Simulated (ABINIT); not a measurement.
## Geometry relaxation of Ta₂C (part 4 of 4)

The same run, continued: Ta₂C (P-3m1, 3 atoms in the cell); Kohn-Sham DFT of a periodic cell, PBEsol, PseudoDojo NC SR PBEsol v0.4.1 standard, no spin polarisation (ABINIT 10.8.3); cutoff 1115.67 eV, 8×8×4 k-mesh, fermi-dirac of 0.05 eV. The structure derives from an entry of the Crystallography Open Database.

Geometry of the input (Å; fractional positions):
```
3.1059  0.0000  0.0000
-1.5530  2.6898  0.0000
0.0000  0.0000  4.9464
Ta 0.6667  0.3333  0.7480
Ta 0.3333  0.6667  0.2520
C  0.0000  0.0000  0.0000
```

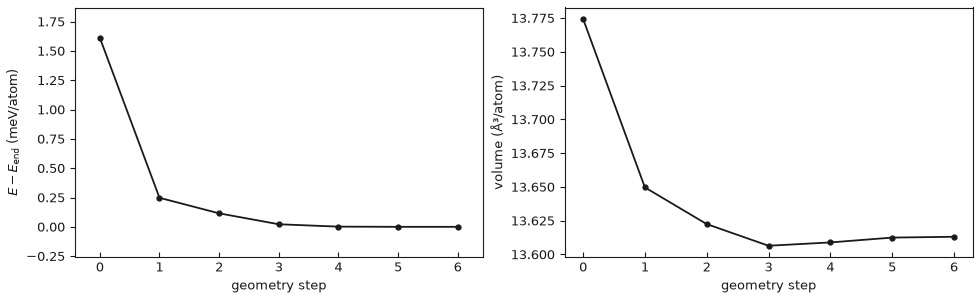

*Progress of the relaxation, step by step (steps are counted from 0).*

Over 6 geometry steps the energy falls by 1.6 meV per atom. Largest force component: 0.045 eV/Å at the start, under 0.0001 eV/Å at the end. The largest moves relative to the cell, 0.006 Å, are those of Ta1 and Ta2. C stays in place.  (Atoms are counted from 1 in the order of the input.)

### Summary

| quantity | value |
| --- | --- |
| outcome | converged |
| space group (tolerance 0.01 Å) | P-3m1 (164) |
| electrons treated | 30 |
| free energy | −3707.3241 eV |
| Fermi energy | 13.755 eV |
| gap on the k-point mesh | none (metallic) |
| pressure | 0.00 GPa |
| final volume | 40.84 Å³ |
| largest force (length of the vector) at the end | under 0.001 eV/Å |
| final cell | a = 3.095 Å, b = 3.095 Å, c = 4.923 Å, α = 90.00°, β = 90.00°, γ = 120.00° |
| hardware | 1 thread of Arm Neoverse V1, 112 GiB of memory available, shared host |
| wall time | 11 min |
| peak memory | 0.13 GiB |

### Notes

Spin–orbit coupling is left out, which matters for Ta.
